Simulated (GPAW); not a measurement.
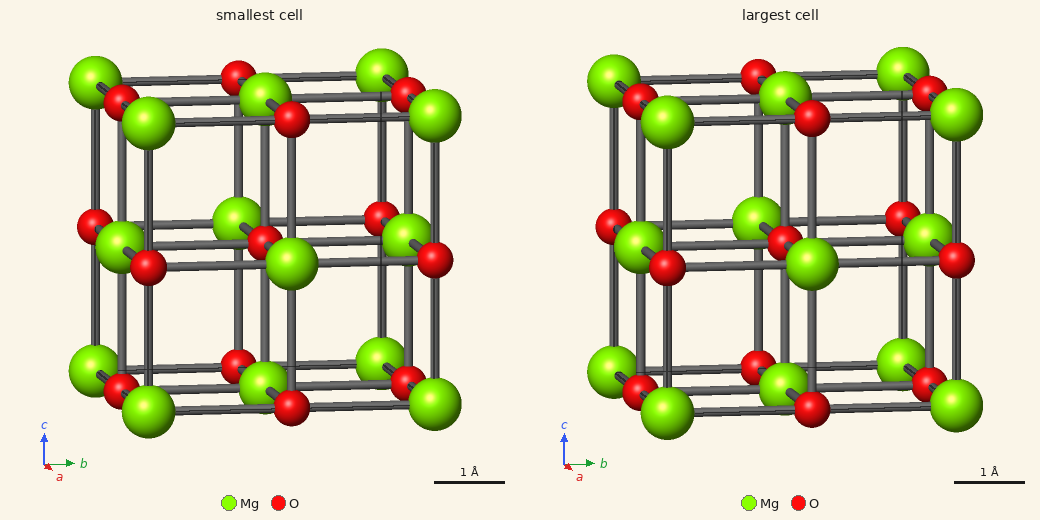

MgO, rock salt (NaCl type), space group Fm-3m (No. 225), relaxed (cell and atoms, zero pressure) with five choices of dispersion term on top of PBEsol; the smallest and the largest of the relaxed conventional cells are drawn to one scale (sticks follow a distance rule). The start was a structure listed in the Materials Project.

Alike in all runs: GPAW 26.7.0; functional PBEsol; potentials PAW data sets generated in the run's folder for this functional; cutoff 800 eV; k mesh 11 × 11 × 11 on the run's cell of 2 atoms; occupations fermi-dirac, width 0.05 eV; no spin polarisation; no spin-orbit coupling.

```tsv
level	volume (Å³/atom)	a (Å)	gap (eV)
D3	9.22	4.194	4.78
D3(BJ)	9.15	4.183	4.86
D3(BJ)-ATM	9.20	4.190	4.81
D4	?	?	?
none	9.40	4.220	4.60
```

> Fill in the row of D4.

Volume 9.30 Å³/atom; a 4.205 Å; gap 4.70 eV. That is between D3 and none in volume.

> Order the levels by the relaxed volume, smallest first.

D3(BJ) (9.15 Å³/atom), D3(BJ)-ATM (9.20 Å³/atom), D3 (9.22 Å³/atom), D4 (9.30 Å³/atom), none (9.40 Å³/atom). Rows within a few tenths of a per cent can't be told apart.

Gaps are the least found on the k-mesh, which misses some points of high symmetry; where the band edges lie there, the true gap is smaller, at times by an eV.

Caveat: later steps reuse the first step's grids.
